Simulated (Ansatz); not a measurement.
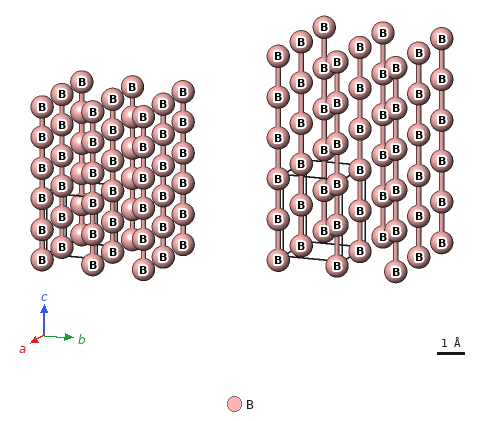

Two geometries of solid B (a generated structure, set up in P4/mmm) (coarse preliminary run), drawn at one scale. One is the start of a relaxation, the other its converged end. Style: ball-and-stick. Shown: the cell of the calculation, repeated 3 × 3 × 3 with one cell outlined, slightly off an axis.

Computed with DFT PBE, scalar-relativistic, plane waves, PAW (Ansatz). Set-up: plane-wave cutoff 420 eV; k-point mesh 8 × 8 × 8; occupations gaussian; smearing width 0.1 eV; no spin polarisation; cell and atoms relaxed; force threshold 0.04 eV/Å; at most 70 steps.

**Which geometry has the lower energy?**

The right one is the relaxed one. After 9 accepted moves (11 points after the start) the energy has fallen by 8.103 eV per cell of the calculation. Largest force component: 4.5 eV/Å at the start, under 0.0001 eV/Å at the end. The pressure goes from 359.45 to 0.02 GPa. The SCF was repeated twice at an unchanged geometry on a basis and grid sized afresh for the cell, which shifted the energy by 0.137 eV per cell of the calculation at most. The largest moves relative to the cell, 0.012 Å, are those of B atoms. The drawn cell changes as follows: a = b 2.044 → 2.370 Å (+15.9 %), c 2.377 → 3.164 Å (+33.1 %); the volume changes by +78.8 %. Near-neighbour distances that change, for instance: B–B 1.171 → 1.582 Å, B–B 1.206 → 1.582 Å, B–B 2.044 → 2.370 Å. The space group stays P4/mmm (No. 123).

Limits of the set-up: the k-point mesh is coarse for a cell with partly filled bands.
